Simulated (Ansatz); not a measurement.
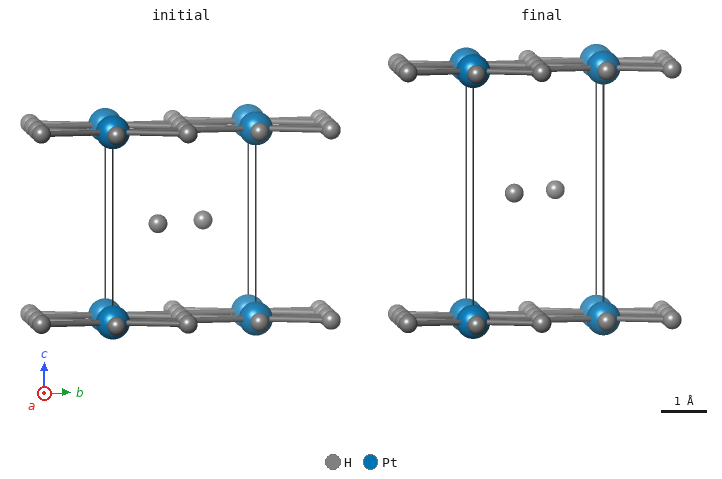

The structure of crystalline H5Pt (a generated structure, set up in P6/mmm) (coarse preliminary run) before (left) and after (right) a relaxation, at one scale.

Style: ball-and-stick. Shown: the cell of the calculation, from a free direction.

These are results of DFT PBE, scalar-relativistic, plane waves, PAW (Ansatz 0.2.0), not measurements. Settings: plane-wave cutoff 420 eV; k-point mesh 6 × 6 × 4; occupations gaussian; smearing width 0.1 eV; no spin polarisation; cell and atoms relaxed; force threshold 0.04 eV/Å; at most 70 steps.

What changed between the two?

The energy falls by 154 meV per atom in 9 accepted moves (11 points after the start). All forces vanish by symmetry, so only the cell relaxes. Pressure: −13.23 GPa at the start and 0.16 GPa at the end. At 2 points the geometry stayed and the basis and grid were re-selected for the new cell (energy shift of 5.9 meV per atom at most each time). No atom moves by more than 0.005 Å relative to the cell. The drawn cell changes as follows: a = b 3.779 → 3.443 Å (−8.9 %), c 4.241 → 5.588 Å (+31.8 %); the volume changes by +9.4 %. Some distances before and after: H–Pt 1.889 → 1.722 Å. The space group stays P6/mmm (No. 191). Cost: 12 s on 1 thread of Arm Neoverse V2, with other jobs on the host, peak memory 0.3 GiB.

Limits of the set-up: the k-point mesh is coarse for a cell with partly filled bands.
